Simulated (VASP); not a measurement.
## Geometry relaxation of SnO (part 2 of 3)

SnO (P4/nmm, 4 atoms in the cell); Kohn-Sham DFT of a periodic cell, PBE, VASP PAW PBE potentials, hard, no spin polarisation (VASP 6.6.1); cutoff 900 eV, 8×8×6 k-mesh, Gaussian smearing of 0.02 eV. The structure derives from an entry of the Crystallography Open Database.

Geometry of the input (Å; fractional positions):
```
3.8658  0.0000  0.0000
0.0000  3.8658  -0.0000
0.0000  -0.0000  4.9788
Sn 0.5000  0.0000  0.2332
Sn 0.0000  0.5000  0.7668
O  0.0000  0.0000  1.0000
O  0.5000  0.5000  1.0000
```

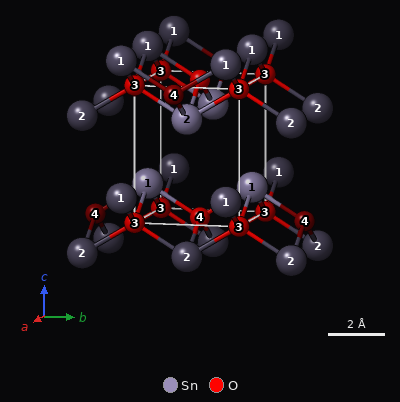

*The starting structure (ball-and-stick view of the cell of the calculation, seen slightly off an axis; neighbours outside the cell are drawn fainter; atoms are numbered from 1 in the order of the input).*

Parts of OUTCAR, continued
```
----------------------------------------------------------------------------------------

 KPOINTS: regular mesh

Automatic generation of k-mesh.
 Grid dimensions read from file:
 generate k-points for:    8    8    6

 Generating k-lattice:

  Cartesian coordinates                     Fractional coordinates (reciprocal lattice)
     0.032334990  0.000000000  0.000000000     0.125000000  0.000000000  0.000000000
     0.000000000  0.032334990  0.000000000     0.000000000  0.125000000  0.000000000
     0.000000000  0.000000000  0.033475375     0.000000000  0.000000000  0.166666667

  Length of vectors
     0.032334990  0.032334990  0.033475375

  Shift w.r.t. Gamma in fractional coordinates (k-lattice)
     0.000000000  0.000000000  0.000000000

 Subroutine IBZKPT returns following result:
 ===========================================

 Found     60 irreducible k-points:

 Following reciprocal coordinates:
            Coordinates               Weight
  0.000000  0.000000  0.000000      1.000000
  0.125000  0.000000  0.000000      4.000000
  0.250000  0.000000  0.000000      4.000000
  0.375000  0.000000  0.000000      4.000000
  0.500000  0.000000  0.000000      2.000000
  0.125000  0.125000  0.000000      4.000000
  0.250000  0.125000  0.000000      8.000000
  0.375000  0.125000  0.000000      8.000000
  0.500000  0.125000  0.000000      4.000000
  0.250000  0.250000  0.000000      4.000000
  0.375000  0.250000  0.000000      8.000000
  0.500000  0.250000  0.000000      4.000000
  0.375000  0.375000  0.000000      4.000000
  0.500000  0.375000  0.000000      4.000000
  0.500000  0.500000  0.000000      1.000000
  0.000000  0.000000  0.166667      2.000000
  0.125000  0.000000  0.166667      8.000000
  0.250000  0.000000  0.166667      8.000000
  0.375000  0.000000  0.166667      8.000000
  0.500000  0.000000  0.166667      4.000000
  0.125000  0.125000  0.166667      8.000000
  0.250000  0.125000  0.166667     16.000000
  0.375000  0.125000  0.166667     16.000000
  0.500000  0.125000  0.166667      8.000000
 [... further k-points ...]
   k-points           NKPTS =     60   k-points in BZ     NKDIM =     60   number of bands    NBANDS=     24
   number of dos      NEDOS =    301   number of ions     NIONS =      4
   total plane-waves  NPLWV =  80000
   dimension x,y,z NGX =    40 NGY =   40 NGZ =   50
   dimension x,y,z NGXF=    80 NGYF=   80 NGZF=  100
   ions per type =               2   2
   NGX,Y,Z   is equivalent  to a cutoff of  17.20, 17.20, 16.70 a.u.
   NGXF,Y,Z  is equivalent  to a cutoff of  34.40, 34.40, 33.39 a.u.
 SYSTEM =  SnO
   PREC   = accura    normal or accurate (medium, high low for compatibility)
   ISTART =      0    job   : 0-new  1-cont  2-samecut
   ICHARG =      2    charge: 1-file 2-atom 10-const
   ISPIN  =      1    spin polarized calculation?
   LNONCOLLINEAR =      F non collinear calculations
   LSORBIT =      F    spin-orbit coupling
   LASPH  =      T    aspherical Exc in radial PAW
   ENCUT  =  900.0 eV  66.15 Ry    8.13 a.u.   9.46  9.46 12.18*2*pi/ulx,y,z
   NELM   =    100;   NELMIN=  2; NELMDL= -5     # of ELM steps
   EDIFF  = 0.1E-06   stopping-criterion for ELM
   LREAL  =      F    real-space projection
   EDIFFG = -.2E-02   stopping-criterion for IOM
   NSW    =     80    number of steps for IOM
   IBRION =      2    ionic relax: 0-MD 1-quasi-New 2-CG
   NFREE  =      1    steps in history (QN), initial steepest desc. (CG)
   ISIF   =      3    stress and relaxation
   ISYM   =      2    0-nonsym 1-usesym 2-fastsym
   POTIM  = 0.5000    time-step for ionic-motion
   TEBEG  =    0.0;   TEEND  =   0.0 temperature during run
   PSTRESS=    0.0 pullay stress
   NELECT =      40.0000    total number of electrons
   NUPDOWN=      -1.0000    fix difference up-down
   EMIN   =  10.00;   EMAX   =-10.00  energy-range for DOS
   EFERMI =   0.00;   METHOD = LEGACY
   ISMEAR =     0;   SIGMA  =   0.02  broadening in eV -4-tet -1-fermi 0-gaus
   EFERMI_NEDOS =   21; number of points for ismear=-14 and -15
   IALGO  =     38    algorithm
   IMIX   =      4    mixing-type and parameters
     AMIX     =   0.40;   BMIX     =  1.00
     AMIX_MAG =   1.60;   BMIX_MAG =  1.00
  volume/ion in A,a.u.               =      18.60       125.53
  Fermi-wavevector in a.u.,A,eV,Ry     =   1.331156  2.515520 24.109193  1.771976
  Thomas-Fermi vector in A             =   2.460188
   LORBIT       =      0    0 simple, 1 ext, 2 COOP (PROOUT), +10 PAW based schemes
   GGA     = PE    functional components
   LHFCALC =     F    Hartree Fock is set to
   AEXX    =    0.0000 exact exchange contribution
   IVDW    =     0    specifies the selected vdW correction
   LEPSILON=     F    determine dielectric tensor
   LRPA    =     F    only Hartree local field effects (RPA)
 conjugate gradient relaxation of ions
 non-spin polarized calculation
 Gauss-broadening in eV      SIGMA  =   0.02
  energy-cutoff  :      900.00
  volume of cell :       74.40
 maximum number of plane-waves:      4593
 NGX is ok and might be reduce to    40
   NGX = 19   NGY = 19   NGZ = 25

--------------------------------------- Ionic step        1  -------------------------------------------

 number of electron      40.0000003 magnetization

 Free energy of the ion-electron system (eV)
  ---------------------------------------------------
  ext. energy  EPLUGINS =         0.00000000
  ---------------------------------------------------
  free energy    TOTEN  =       -22.73766316 eV

  energy without entropy =      -22.73766316  energy(sigma->0) =      -22.73766316

------------------------ aborting loop because EDIFF is reached ----------------------------------------

  FORCE on cell =-STRESS in cart. coord.  units (eV):
  Direction    XX          YY          ZZ          XY          YZ          ZX
  --------------------------------------------------------------------------------------
  -------------------------------------------------------------------------------------
  Total        0.0309502      0.0309502      0.0748795      0.0000000      0.0000000      0.0000000
  in kB        0.6664629      0.6664629      1.6124100      0.0000000      0.0000000      0.0000000
  external PRESSURE =       0.9817786 kB  Pullay stress =       0.0000000 kB

 VOLUME and BASIS-vectors are now :
 -----------------------------------------------------------------------------
  energy-cutoff  :      900.00
  volume of cell :       74.40
      direct lattice vectors                 reciprocal lattice vectors
     3.865781282  0.000000000  0.000000000     0.258679922  0.000000000  0.000000000
     0.000000000  3.865781282  0.000000000     0.000000000  0.258679922  0.000000000
     0.000000000  0.000000000  4.978784104     0.000000000  0.000000000  0.200852252

 POSITION                                       TOTAL-FORCE (eV/Angst)
 -----------------------------------------------------------------------------------
      1.93289      0.00000      1.16109         0.000000      0.000000      0.000074
      0.00000      1.93289      3.81769         0.000000     -0.000000     -0.000074
      0.00000      0.00000      0.00000         0.000000     -0.000000      0.000000
      1.93289      1.93289      0.00000        -0.000000     -0.000000      0.000000
 -----------------------------------------------------------------------------------
    total drift:                               -0.000000      0.000000      0.000000

  FREE ENERGIE OF THE ION-ELECTRON SYSTEM (eV)
  ---------------------------------------------------
  free  energy   TOTEN  =       -22.7376631592 eV

  energy  without entropy=      -22.7376631592  energy(sigma->0) =      -22.73766316

--------------------------------------- Ionic step        2  -------------------------------------------

 number of electron      40.0000003 magnetization

------------------------ aborting loop because EDIFF is reached ----------------------------------------

  FORCE on cell =-STRESS in cart. coord.  units (eV):
  Direction    XX          YY          ZZ          XY          YZ          ZX
  --------------------------------------------------------------------------------------
  -------------------------------------------------------------------------------------
  Total       -0.0282882     -0.0282882      0.0135334      0.0000000      0.0000000      0.0000000
  in kB       -0.6081376     -0.6081376      0.2909399      0.0000000      0.0000000      0.0000000
  external PRESSURE =      -0.3084451 kB  Pullay stress =       0.0000000 kB

 VOLUME and BASIS-vectors are now :
 -----------------------------------------------------------------------------
  energy-cutoff  :      900.00
  volume of cell :       74.53
      direct lattice vectors                 reciprocal lattice vectors
     3.867224300  0.000000000  0.000000000     0.258583398  0.000000000  0.000000000
     0.000000000  3.867224300  0.000000000     0.000000000  0.258583398  0.000000000
     0.000000000  0.000000000  4.983280424     0.000000000  0.000000000  0.200671027

 POSITION                                       TOTAL-FORCE (eV/Angst)
 -----------------------------------------------------------------------------------
      1.93361      0.00000      1.16215        -0.000000      0.000000     -0.023875
      0.00000      1.93361      3.82113         0.000000     -0.000000      0.023875
      0.00000      3.86722      0.00000         0.000000     -0.000000      0.000000
      1.93361      1.93361      0.00000         0.000000      0.000000      0.000000
 -----------------------------------------------------------------------------------
    total drift:                               -0.000000      0.000000     -0.000000

  FREE ENERGIE OF THE ION-ELECTRON SYSTEM (eV)
  ---------------------------------------------------
  free  energy   TOTEN  =       -22.7377052410 eV

  energy  without entropy=      -22.7377052410  energy(sigma->0) =      -22.73770524

--------------------------------------- Ionic step        3  -------------------------------------------

 number of electron      40.0000003 magnetization

------------------------ aborting loop because EDIFF is reached ----------------------------------------

  FORCE on cell =-STRESS in cart. coord.  units (eV):
  Direction    XX          YY          ZZ          XY          YZ          ZX
  --------------------------------------------------------------------------------------
  -------------------------------------------------------------------------------------
  Total       -0.0251030     -0.0251030      0.0216408      0.0000000      0.0000000      0.0000000
  in kB       -0.5397372     -0.5397372      0.4652983      0.0000000      0.0000000      0.0000000
  external PRESSURE =      -0.2047253 kB  Pullay stress =       0.0000000 kB

 VOLUME and BASIS-vectors are now :
 -----------------------------------------------------------------------------
  energy-cutoff  :      900.00
  volume of cell :       74.52
      direct lattice vectors                 reciprocal lattice vectors
     3.867101636  0.000000000  0.000000000     0.258591600  0.000000000  0.000000000
     0.000000000  3.867101636  0.000000000     0.000000000  0.258591600  0.000000000
     0.000000000  0.000000000  4.982898213     0.000000000  0.000000000  0.200686419

 POSITION                                       TOTAL-FORCE (eV/Angst)
 -----------------------------------------------------------------------------------
      1.93355      0.00000      1.16206         0.000000      0.000000     -0.021756
      0.00000      1.93355      3.82084        -0.000000      0.000000      0.021756
      0.00000      0.00000      0.00000        -0.000000      0.000000      0.000000
      1.93355      1.93355      0.00000         0.000000     -0.000000      0.000000
 -----------------------------------------------------------------------------------
    total drift:                               -0.000000      0.000000     -0.000000

  FREE ENERGIE OF THE ION-ELECTRON SYSTEM (eV)
  ---------------------------------------------------
  free  energy   TOTEN  =       -22.7377059614 eV

  energy  without entropy=      -22.7377059614  energy(sigma->0) =      -22.73770596

[... ionic steps 4 to 10 ...]

--------------------------------------- Ionic step       11  -------------------------------------------

 number of electron      40.0000003 magnetization

------------------------ aborting loop because EDIFF is reached ----------------------------------------

  FORCE on cell =-STRESS in cart. coord.  units (eV):
  Direction    XX          YY          ZZ          XY          YZ          ZX
  --------------------------------------------------------------------------------------
  -------------------------------------------------------------------------------------
  Total        0.0009405      0.0009405      0.0098527      0.0000000     -0.0000000      0.0000000
  in kB        0.0201455      0.0201455      0.2110386      0.0000000     -0.0000000      0.0000000
  external PRESSURE =       0.0837765 kB  Pullay stress =       0.0000000 kB

 VOLUME and BASIS-vectors are now :
 -----------------------------------------------------------------------------
  energy-cutoff  :      900.00
  volume of cell :       74.80
      direct lattice vectors                 reciprocal lattice vectors
     3.866053190  0.000000000  0.000000000     0.258661728  0.000000000  0.000000000
     0.000000000  3.866053190  0.000000000     0.000000000  0.258661728 -0.000000000
     0.000000000  0.000000000  5.004613274     0.000000000 -0.000000000  0.199815639

 POSITION                                       TOTAL-FORCE (eV/Angst)
 -----------------------------------------------------------------------------------
      1.93303      0.00000      1.16169        -0.000000      0.000000      0.002527
      0.00000      1.93303      3.84292         0.000000     -0.000000     -0.002527
      0.00000      0.00000      0.00000         0.000000     -0.000000      0.000000
      1.93303      1.93303      5.00461        -0.000000      0.000000      0.000000
 -----------------------------------------------------------------------------------
    total drift:                               -0.000000      0.000000      0.000000

  FREE ENERGIE OF THE ION-ELECTRON SYSTEM (eV)
  ---------------------------------------------------
  free  energy   TOTEN  =       -22.7378658658 eV

  energy  without entropy=      -22.7378658658  energy(sigma->0) =      -22.73786587

--------------------------------------- Ionic step       12  -------------------------------------------

 number of electron      40.0000003 magnetization

------------------------ aborting loop because EDIFF is reached ----------------------------------------
```
